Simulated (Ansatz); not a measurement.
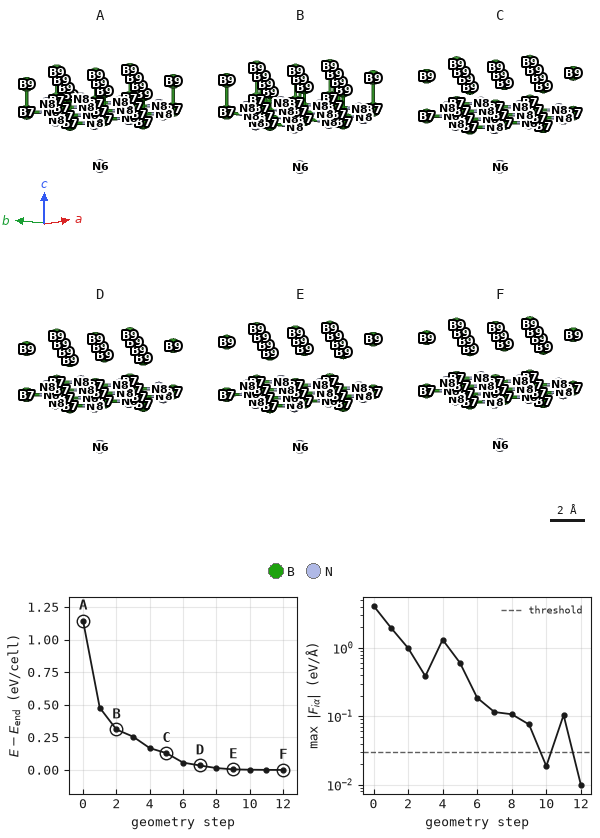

Frames of a constrained relaxation of a slab of composition B5N4 (cut from the P6_3/mmc phase), marked on the history of the run. The picture is a ball-and-stick view of the atoms within 5.0 Å of the atom that moves most (axes of the 3 × 3 repeat of the cell, outlined in the plane, without the vacuum), seen from a free direction.

Case: B put at a top B site. The slab is the (0 0 1) face of BN with B on it. 4 atoms are held fixed.

Theory: DFT PBE+D3(BJ), scalar-relativistic, plane waves, PAW (Ansatz).

Input
```yaml
crystal:
  lattice:
    - [2.5064381127, 0.0, 0.0]
    - [-1.2532190563, 2.1706390786, 0.0]
    - [0.0, 0.0, 28.925271178]
  atoms:
    - { symbol: B, position: [0.6666666667, 0.3333333333, 0.2938606849] }
    - { symbol: "N", position: [0.3333333333, 0.6666666667, 0.2938606849] }
    - { symbol: B, position: [0.3333333333, 0.6666666667, 0.4082389981] }
    - { symbol: "N", position: [0.6666666667, 0.3333333333, 0.4082389981] }
    - { symbol: B, position: [0.6666666667, 0.3333333333, 0.5226173113] }
    - { symbol: "N", position: [0.3333333333, 0.6666666667, 0.5226173113] }
    - { symbol: B, position: [0.3333333333, 0.6666666667, 0.6369956245] }
    - { symbol: "N", position: [0.6666666667, 0.3333333333, 0.6369956245] }
    - { symbol: B, position: [0.3333333333, 0.6666666667, 0.6950763246], spin: 1.0 }
basis:
  ecutwfc: 420
kpoints:
  mp_grid: { grid: [12, 12, 1] }
hamiltonian:
  xc: pbe
  dispersion: d3bj
scf:
  occupations: { method: gaussian, width: 0.05 }
output:
  forces: true
  eigenvalues: true
  populations: true
  write_density: true
  write_potential: true
  elf: true
  volumetric_format: npy
magnetization:
  spin_polarized: true
relax:
  adjacent_minimum: "off"
  f_tol: 0.03
  max_steps: 70
  constraints: [{ sites: [0, 1, 2, 3] }]
efield:
  axis: 3
  dipole_correction: true
  ramp_width: 0.04
```

Command:
```bash
ansatz run input.yaml --threads 2 --pin off --max-ram 5120MiB --backend cpu --events-out ev --progress --plain --runs-dir out
```

**Describe the path.**

B9 moves most: 1.54 Å along the normal (+c). Largest moves by element: B 1.54 Å, N 0.01 Å. The cell stays as it was. Near-neighbour distances that change, for instance: B7–B9 1.680 → 3.196 Å. Bonds break, among them: B7–B9 (1.68 → 3.20 Å). After 12 geometry steps the energy has fallen by 1.146 eV per cell of the calculation. The largest force component goes from 4.1 to 0.01 eV/Å. The forces were under the threshold at step 10, but the run went on from there. The program noted that the starting moments weren't kept. The run may lie on a higher electronic state than the lowest, so the end point isn't shown to be the ground-state structure. From step 0 to 2: B9 moves most (0.23 Å), energy −0.835 eV per cell of the calculation. From step 2 to 5: B9 moves most (0.25 Å), energy −0.181 eV per cell of the calculation. From step 5 to 7: B9 moves most (0.40 Å), energy −94.6 meV per cell of the calculation. From step 7 to 9: B9 moves most (0.39 Å), energy −29.9 meV per cell of the calculation. From step 9 to 12: B9 moves most (0.27 Å), energy −4.4 meV per cell of the calculation.

| step | E − E(0), meV/atom | largest force component, eV/Å |
| --- | --- | --- |
| 0 | 0.00 | 4.1332 |
| 1 | -74.17 | 1.9810 |
| 2 | -92.79 | 0.9941 |
| 3 | -98.87 | 0.3862 |
| 4 | -108.65 | 1.3169 |
| 5 | -112.95 | 0.6061 |
| 6 | -121.02 | 0.1863 |
| 7 | -123.46 | 0.1154 |
| 8 | -125.68 | 0.1072 |
| 9 | -126.78 | 0.0760 |
| 10 | -127.07 | 0.0187 |
| 11 | -127.23 | 0.1045 |
| 12 | -127.28 | 0.0100 |

Limits of the set-up: the periodic images lie only 2.5 Å apart, so the values are limited by the cell's size.
